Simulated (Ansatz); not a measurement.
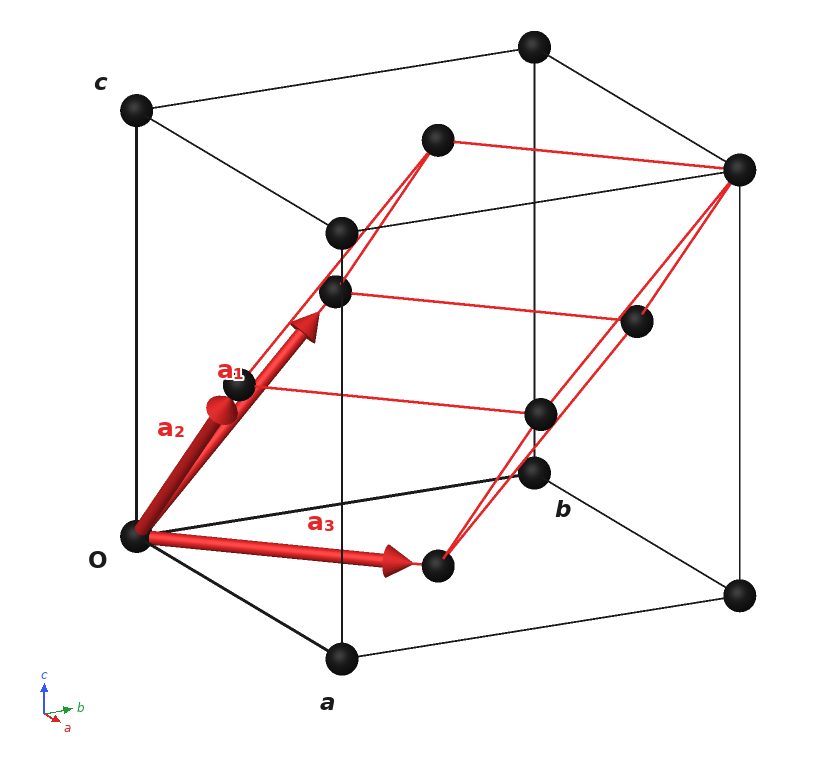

The conventional cell (thin) and a primitive cell (coloured, vectors a₁, a₂, a₃), with the lattice points alone. Crystal: Si, the geometry relaxed (final pressure about -1.3 GPa) with DFT, LDA, PAW with Ansatz's default frozen-core files, scalar-relativistic (Ansatz). The drawing is computed from the coordinates (standard cell, symmetry found to 0.002 Å).

a = 5.427 Å, b = 5.427 Å, c = 5.427 Å, α = 90.00°, β = 90.00°, γ = 90.00°.

Q: What is the centring, and how are the primitive vectors built?

A: F, face-centred cubic, with lattice points at (0, 0, 0), (1/2, 1/2, 0), (1/2, 0, 1/2), (0, 1/2, 1/2). a₁ = 1/2 b + 1/2 c; a₂ = 1/2 a + 1/2 c; a₃ = 1/2 a + 1/2 b.

Q: Give the primitive cell's size and content.

A: Edges 3.838, 3.838, 3.838 Å; angles 60.00°, 60.00°, 60.00°; volume 39.96 Å³, 1/4 of the conventional cell; 2 of its 8 atoms.
